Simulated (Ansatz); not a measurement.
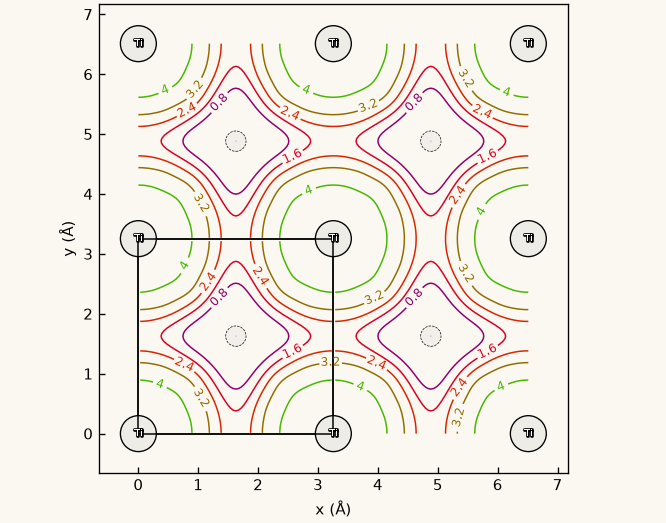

Energy landscape of C on a Ti(100) slab cut from the Im-3m phase, its upper half relaxed before the scan (16 atoms of substrate and one adsorbate in a 2 × 2 cell). C is moved over the surface cell; relaxed at each place: the height of the adsorbate's atoms; substrate rigid; the origin of the map has the adsorbate above Ti13. Places are given modulo a cell vector. The map is drawn in real space over the plane of the surface. The grid has 6 × 6 points; 10 points were computed and 26 follow by symmetry. Places are given in fractions of the 1 × 1 surface cell. Energies: eV, counted from the lowest grid point. Level of theory: DFT PBE, scalar-relativistic, plane waves, PAW in Ansatz 0.2.0. Settings: cutoff 420 eV, k-mesh 4×4×1, gaussian smearing 0.1 eV, no spin polarisation.

In the figure: contour lines labelled in eV, labelled circles for the atoms of the top layer and small ones for the second layer, the outline of one cell of the 2 × 2 shown. Between grid points the surface is interpolated. 

Describe this landscape.

Answer. The lowest grid point is at a fourfold hollow over a second-layer Ti atom, (3/6, 3/6) of the cell vectors. No other kind of well shows on this grid. The highest grid point, the top site over a surface Ti atom, (0/6, 0/6) of the cell vectors, lies 4.76 eV above the lowest. On the interpolated surface the easiest way out of the lowest well to its copy in the next cell or period passes a barrier of about 1.9 eV. At the lowest point the adsorbate has 1 Ti at 1.96 Å as nearest neighbours, at the highest 1 Ti at 1.82 Å. Its relaxed height above the top atom is 0.45 Å at the lowest and 1.82 Å at the highest point.

Each point was launched as `ansatz run input.yaml --threads 4 --pin off --max-ram 12288MiB --backend cpu --events-out ev --progress --plain --runs-dir out`. Time for the 10 points that were run: 35 min on 4 threads of Arm Neoverse N1, with other jobs on the host.

PAW datasets: the set soft_1.
